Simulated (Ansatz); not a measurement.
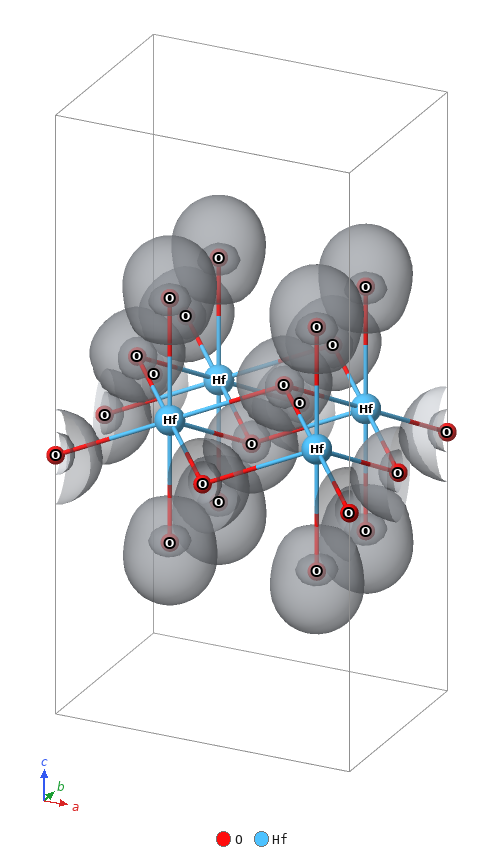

Figure. HfO4 (slab). Isosurface of the ELF at 0.7 (grey), seen slightly off an axis. Only the valence region is drawn (cores and ρ < 0.01 e/Å³ removed). Sticks mark near contacts.

Changed on purpose from its base cell (repeats removed: 2); not relaxed (largest force 1.4 eV/Å).

All numbers below come from DFT PBE, scalar-relativistic, plane waves, PAW (Ansatz 0.2.0).

Question: Identify the bonds, lone pairs and shells in this picture.

Answer: The surface consists of four regions wrapped around O (the valence shell of each), counted in one cell of 5 atoms. Counts are for one cell; the picture repeats the cell along the surface. Along the contacts the grid gives the following. Hf–O (2.21 Å): the ELF peaks at about 0.90 in the valence shell of O, 0.6 Å from its nucleus, and drops to about 0.15 between the two atoms (no shared electron pair shows on this line).
